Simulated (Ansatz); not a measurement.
# Run report: C, single-point calculation (part 2 of 2)

C (64 atoms in the cell); DFT PBE, scalar-relativistic, plane waves, PAW, no spin polarisation (Ansatz 0.2.0); cutoff 420 eV, 2×2×2 k-mesh, Gaussian smearing of 0.05 eV. The structure derives from an entry of the Crystallography Open Database.

Log, continued
```
--- Forces (eV/Å), atoms counted from 1 ---
  atom   1  C      0.00000000     0.04481698     0.00077175
  atom   2  C     -0.00000000     0.04481698     0.00077175
  atom   3  C      0.00000000     0.04481698     0.00077175
  atom   4  C     -0.00000000     0.04481698     0.00077175
  atom   5  C     -0.00000000     0.04481698     0.00077175
  atom   6  C      0.00000000     0.04481698     0.00077175
  atom   7  C     -0.00000000     0.04481698     0.00077175
  atom   8  C     -0.00000000     0.04481698     0.00077175
  atom   9  C      0.00000000     0.04481698     0.00077175
  atom  10  C     -0.00000000     0.04481698     0.00077175
  atom  11  C      0.00000000     0.04481698     0.00077175
  atom  12  C     -0.00000000     0.04481698     0.00077175
  atom  13  C      0.00000000     0.04481698     0.00077175
  atom  14  C     -0.00000000     0.04481698     0.00077175
  atom  15  C     -0.00000000     0.04481698     0.00077175
  atom  16  C      0.00000000     0.04481698     0.00077175
  atom  17  C     -0.00000000     0.04481698     0.00077175
  atom  18  C      0.00000000     0.04481698     0.00077175
  atom  19  C     -0.00000000     0.04481698     0.00077175
  atom  20  C     -0.00000000     0.04481698     0.00077175
  atom  21  C     -0.00000000     0.04481698     0.00077175
  atom  22  C      0.00000000     0.04481698     0.00077175
  atom  23  C      0.00000000     0.04481698     0.00077175
  atom  24  C      0.00000000     0.04481698     0.00077175
  atom  25  C      0.00000000     0.04481698     0.00077175
  atom  26  C     -0.00000000     0.04481698     0.00077175
  atom  27  C      0.00000000     0.04481698     0.00077175
  atom  28  C      0.00000000     0.04481698     0.00077175
  atom  29  C     -0.00000000     0.04481698     0.00077175
  atom  30  C      0.00000000     0.04481698     0.00077175
  atom  31  C     -0.00000000     0.04481698     0.00077175
  atom  32  C      0.00000000     0.04481698     0.00077175
  atom  33  C     -0.00000000    -0.04481698    -0.00077175
  atom  34  C      0.00000000    -0.04481698    -0.00077175
  atom  35  C     -0.00000000    -0.04481698    -0.00077175
  atom  36  C      0.00000000    -0.04481698    -0.00077175
  atom  37  C      0.00000000    -0.04481698    -0.00077175
  atom  38  C     -0.00000000    -0.04481698    -0.00077175
  atom  39  C      0.00000000    -0.04481698    -0.00077175
  atom  40  C     -0.00000000    -0.04481698    -0.00077175
  atom  41  C     -0.00000000    -0.04481698    -0.00077175
  atom  42  C      0.00000000    -0.04481698    -0.00077175
  atom  43  C      0.00000000    -0.04481698    -0.00077175
  atom  44  C     -0.00000000    -0.04481698    -0.00077175
  atom  45  C      0.00000000    -0.04481698    -0.00077175
  atom  46  C     -0.00000000    -0.04481698    -0.00077175
  atom  47  C      0.00000000    -0.04481698    -0.00077175
  atom  48  C      0.00000000    -0.04481698    -0.00077175
  atom  49  C     -0.00000000    -0.04481698    -0.00077175
  atom  50  C      0.00000000    -0.04481698    -0.00077175
  atom  51  C      0.00000000    -0.04481698    -0.00077175
  atom  52  C      0.00000000    -0.04481698    -0.00077175
  atom  53  C      0.00000000    -0.04481698    -0.00077175
  atom  54  C     -0.00000000    -0.04481698    -0.00077175
  atom  55  C      0.00000000    -0.04481698    -0.00077175
  atom  56  C     -0.00000000    -0.04481698    -0.00077175
  atom  57  C     -0.00000000    -0.04481698    -0.00077175
  atom  58  C      0.00000000    -0.04481698    -0.00077175
  atom  59  C     -0.00000000    -0.04481698    -0.00077175
  atom  60  C      0.00000000    -0.04481698    -0.00077175
  atom  61  C     -0.00000000    -0.04481698    -0.00077175
  atom  62  C     -0.00000000    -0.04481698    -0.00077175
  atom  63  C      0.00000000    -0.04481698    -0.00077175
  atom  64  C      0.00000000    -0.04481698    -0.00077175
  max |Σ_I F_I| component: 7.91e-16 eV/Å
--- Band table (eV; the first three rows and the last of 6) ---
  k-point 0: bands = ["-12.6524", "-12.3486", "-11.1254", "-11.1254", "-11.1254", "-11.1254", "-11.0299", "-11.0299", "-11.0299", "-11.0299", "-10.9301", "-10.9301", "-10.9301", "-10.9301", "-8.2968", "-8.2968", "-8.2676", "-8.2676", "-8.2676", "-8.2676", "-8.1080", "-8.1080", "-8.1080", "-8.1080", "-8.0763", "-8.0763", "-7.3156", "-7.2060", "-7.2060", "-7.2060", "-7.2060", "-7.0881", "-6.2926", "-6.2042", "-6.2042", "-6.2042", "-6.2042", "-6.1174", "-3.5204", "-3.5204", "-3.4479", "-3.4479", "-3.4479", "-3.4479", "-3.4477", "-3.4477", "-3.4477", "-3.4477", "-3.3670", "-3.3670", "-1.9609", "-1.9609", "-1.9041", "-1.9041", "-1.9041", "-1.9041", "-1.9024", "-1.9024", "-1.9024", "-1.9024", "-1.8514", "-1.8514", "-1.5084", "-0.3691", "-0.3691", "-0.3691", "-0.3691", "-0.3351", "-0.3351", "-0.3351", "-0.3351", "-0.2967", "-0.2967", "-0.2967", "-0.2967", "0.4720", "0.5260", "0.5260", "0.5260", "0.5260", "0.6314", "0.6575", "0.6575", "0.6575", "0.6575", "0.6876", "1.1303", "1.1303", "1.1303", "1.1303", "1.8163", "1.8163", "1.8163", "1.8163", "2.0451", "2.0451", "2.0451", "2.0451", "2.0452", "2.0452", "2.0452", "2.0452", "2.0462", "2.0462", "2.0462", "2.0462", "3.6591", "3.6591", "3.8147", "3.8147", "3.8147", "3.8147", "4.0282", "4.0668", "4.0766", "4.0893", "4.1035", "4.7086", "4.7086", "4.7086", "4.7086", "4.8715", "4.8715", "4.8715", "4.8715", "5.0648", "5.0648", "5.4834", "8.0478", "8.7495", "8.7495", "8.7496", "8.7496", "9.3741", "9.3741", "9.6046", "9.9259", "9.9259", "9.9259", "9.9259", "9.9298", "9.9298", "9.9298", "9.9298", "10.5719", "10.5719", "11.3530", "13.7520"]
  k-point 1: bands = ["-12.2673", "-12.2673", "-11.9931", "-11.9931", "-11.4500", "-11.4500", "-11.3417", "-11.3417", "-10.0581", "-10.0581", "-9.9919", "-9.9919", "-9.8932", "-9.8932", "-9.8219", "-9.8219", "-9.2749", "-9.2749", "-9.1823", "-9.1823", "-7.9589", "-7.9589", "-7.8970", "-7.8970", "-7.8169", "-7.8169", "-7.7506", "-7.7506", "-6.2627", "-6.2627", "-6.2627", "-6.2627", "-5.3990", "-5.3990", "-5.3724", "-5.3724", "-5.0290", "-5.0290", "-4.9839", "-4.9839", "-4.9234", "-4.9234", "-4.8793", "-4.8793", "-3.6651", "-3.6651", "-3.6068", "-3.6068", "-2.7428", "-2.7428", "-2.6425", "-2.6425", "-1.9864", "-1.9864", "-1.9492", "-1.9492", "-1.9094", "-1.9094", "-1.8674", "-1.8674", "-0.9894", "-0.9894", "-0.3954", "-0.3954", "-0.3729", "-0.3729", "-0.3459", "-0.3459", "-0.3203", "-0.3203", "0.3590", "0.3590", "0.3846", "0.3846", "0.4040", "0.4040", "0.4294", "0.4294", "0.4453", "0.4453", "0.8065", "0.8065", "0.8784", "0.8784", "0.8806", "0.8806", "1.0246", "1.0246", "1.0248", "1.0248", "1.0724", "1.0724", "1.6552", "1.6552", "1.9484", "1.9484", "1.9524", "1.9524", "2.0594", "2.0594", "2.6703", "2.6703", "2.7178", "2.7178", "2.7218", "2.7218", "2.8465", "2.8465", "3.2248", "3.2248", "3.3710", "3.3710", "3.3712", "3.3712", "3.4318", "3.4318", "3.8404", "3.8404", "4.2840", "4.2840", "4.7088", "4.7088", "5.2477", "5.2477", "5.9444", "5.9444", "5.9561", "5.9561", "7.9505", "7.9505", "8.4352", "8.4352", "8.8386", "8.8386", "9.2202", "9.2202", "9.4632", "9.4632", "9.8612", "9.8612", "10.7188", "10.7188", "11.0987", "11.0987", "11.9077", "11.9077", "11.9961", "11.9961"]
  k-point 2: bands = ["-12.2368", "-12.2368", "-12.0270", "-12.0270", "-11.5335", "-11.5335", "-11.2506", "-11.2506", "-9.9431", "-9.9431", "-9.9431", "-9.9431", "-9.9431", "-9.9431", "-9.9431", "-9.9431", "-9.3148", "-9.3148", "-9.1401", "-9.1401", "-7.9297", "-7.9297", "-7.9297", "-7.9297", "-7.7827", "-7.7827", "-7.7827", "-7.7827", "-6.3557", "-6.3557", "-6.1490", "-6.1490", "-5.4577", "-5.4577", "-5.3375", "-5.3375", "-5.0118", "-5.0118", "-5.0118", "-5.0118", "-4.8937", "-4.8937", "-4.8937", "-4.8937", "-3.6895", "-3.6895", "-3.5843", "-3.5843", "-2.7396", "-2.7396", "-2.6414", "-2.6414", "-1.9282", "-1.9282", "-1.9282", "-1.9282", "-1.9282", "-1.9282", "-1.9282", "-1.9282", "-0.8085", "-0.8085", "-0.3851", "-0.3851", "-0.3851", "-0.3851", "-0.3338", "-0.3338", "-0.3338", "-0.3338", "-0.1491", "-0.1491", "0.4154", "0.4154", "0.4154", "0.4154", "0.4154", "0.4154", "0.4154", "0.4154", "0.5577", "0.5577", "0.8389", "0.8389", "0.9265", "0.9265", "1.0070", "1.0070", "1.0453", "1.0453", "1.7310", "1.7310", "1.9281", "1.9281", "1.9687", "1.9687", "2.3800", "2.3800", "2.3800", "2.3800", "2.3800", "2.3800", "2.3800", "2.3800", "2.5744", "2.5744", "2.6775", "2.6775", "2.7075", "2.7075", "3.3575", "3.3575", "3.3871", "3.3871", "3.7565", "3.7565", "4.1086", "4.1086", "4.1086", "4.1086", "4.8800", "4.8800", "4.8800", "4.8800", "5.4039", "5.4039", "6.8042", "6.8042", "7.8652", "7.8652", "8.1648", "8.1648", "9.0479", "9.0479", "9.0479", "9.0479", "9.7248", "9.7248", "9.7248", "9.7248", "10.5094", "10.5094", "11.3364", "11.3364", "12.3347", "12.3347", "12.3347", "12.3347"]
  k-point 5: bands = ["-12.5056", "-12.5056", "-11.1644", "-11.1644", "-11.1254", "-11.1254", "-11.1254", "-11.1254", "-10.9301", "-10.9301", "-10.9301", "-10.9301", "-10.8870", "-10.8870", "-8.2676", "-8.2676", "-8.2676", "-8.2676", "-8.1891", "-8.1891", "-8.1891", "-8.1891", "-8.1080", "-8.1080", "-8.1080", "-8.1080", "-7.2143", "-7.2143", "-7.2143", "-7.2143", "-7.2048", "-7.2048", "-6.2066", "-6.2066", "-6.1912", "-6.1912", "-6.1912", "-6.1912", "-3.4479", "-3.4479", "-3.4479", "-3.4479", "-3.4477", "-3.4477", "-3.4477", "-3.4477", "-3.4449", "-3.4449", "-3.4449", "-3.4449", "-1.9070", "-1.9070", "-1.9070", "-1.9070", "-1.9041", "-1.9041", "-1.9041", "-1.9041", "-1.9024", "-1.9024", "-1.9024", "-1.9024", "-0.6152", "-0.6152", "-0.3824", "-0.3824", "-0.3691", "-0.3691", "-0.3691", "-0.3691", "-0.2967", "-0.2967", "-0.2967", "-0.2967", "-0.2858", "-0.2858", "0.2849", "0.2849", "0.5260", "0.5260", "0.5260", "0.5260", "0.6581", "0.6581", "0.6581", "0.6581", "0.6589", "0.6589", "1.8163", "1.8163", "1.8163", "1.8163", "2.0219", "2.0219", "2.0451", "2.0451", "2.0451", "2.0451", "2.0452", "2.0452", "2.0452", "2.0452", "2.0713", "2.0713", "2.1478", "2.1478", "3.8147", "3.8147", "3.8147", "3.8147", "4.0838", "4.0838", "4.0859", "4.0859", "4.3195", "4.3195", "4.3195", "4.3195", "4.6114", "4.6114", "4.6114", "4.6114", "4.7054", "4.7054", "4.8715", "4.8715", "4.8715", "4.8715", "8.7571", "8.7571", "8.9879", "8.9879", "8.9879", "8.9879", "9.9259", "9.9259", "9.9259", "9.9259", "9.9298", "9.9298", "9.9298", "9.9298", "9.9332", "9.9332", "9.9332", "9.9332", "13.1624", "13.1624"]
```

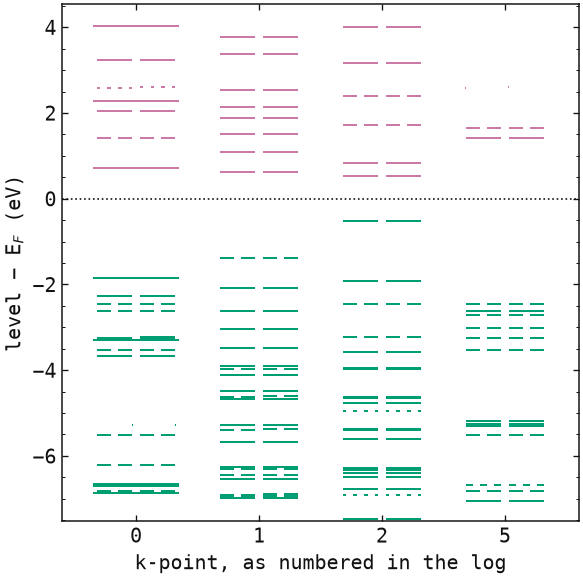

**Figure 1.** Kohn–Sham levels near the Fermi level (dotted) at the few k-points that the log prints; levels within 0.02 eV of each other stand side by side. Among these points the highest filled and lowest empty levels are 1.06 eV apart, which is the gap on the mesh.

Key numbers

```tsv
quantity	value
outcome	converged
space group (tolerance 0.01 Å)	Fmmm (69)
electrons treated	256
free energy	−16059.2571 eV
Fermi energy	7.335 eV
gap on the k-point mesh	1.06 eV
largest force (length of the vector)	0.045 eV/Å
wall time	9.2 s (CPU time 35 s)
peak memory	2.4 GiB
```

Remarks

Warnings of the run: the structure was made exactly symmetric.
